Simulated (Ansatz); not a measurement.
Read the following structure.

```
Al Ru
1.0
     3.12136    0.00000    0.00000
     0.00000    3.12136    0.00000
     0.00000    0.00000   18.84621
Al Ru
8 4
Direct
  0.00000 0.50000 0.95936
  0.50000 0.00000 0.73589
  0.00000 0.50000 0.40630
  0.50000 0.00000 0.18283
  0.50000 0.00000 0.59370
  0.00000 0.50000 0.26411
  0.50000 0.00000 0.04064
  0.00000 0.50000 0.81717
  0.50000 0.00000 0.88827
  0.00000 0.50000 0.66480
  0.50000 0.00000 0.33520
  0.00000 0.50000 0.11173
```

Work out the structure from the coordinates.

The structure is one of Al2Ru. Its lattice is primitive tetragonal, its space group P4/nmm (No. 129). In the cell are 8 Al, 4 Ru, which makes 4 formula units.

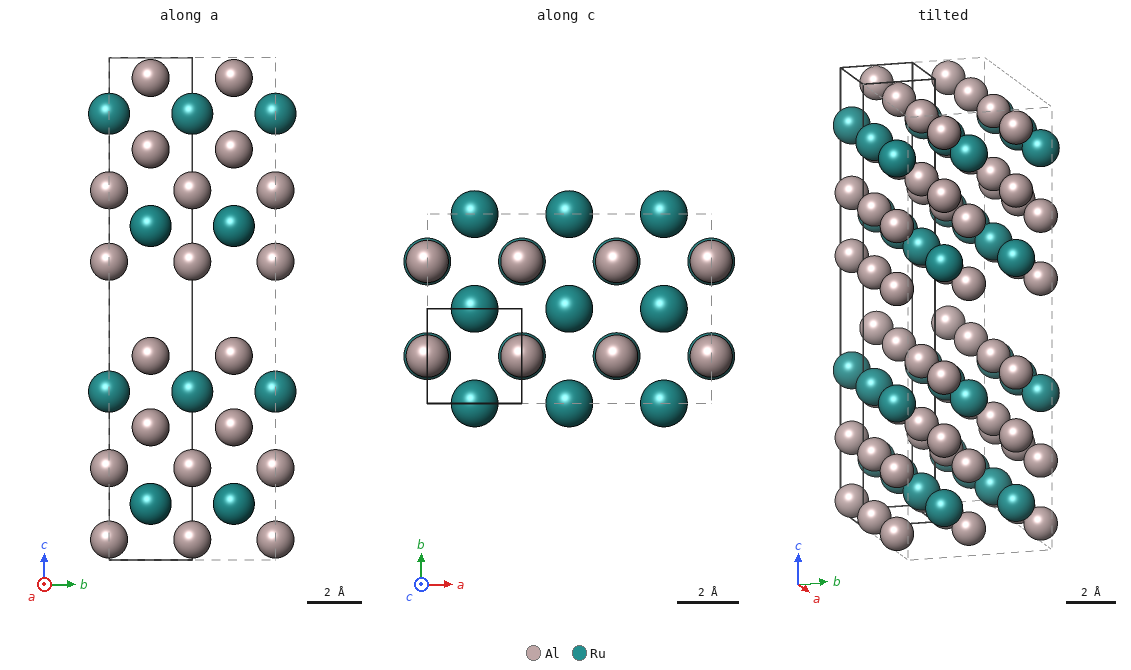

Shown here is a spheres-only view of the crystal, taken along the a axis, along the c axis and slightly off an axis. The drawing covers 3×2×1 cells, and the solid lines enclose one conventional unit cell.

The model was built from a structure listed in the Materials Project. The cell was then strained or its atoms displaced on purpose. Ansatz was used for an electronic-structure calculation on it.
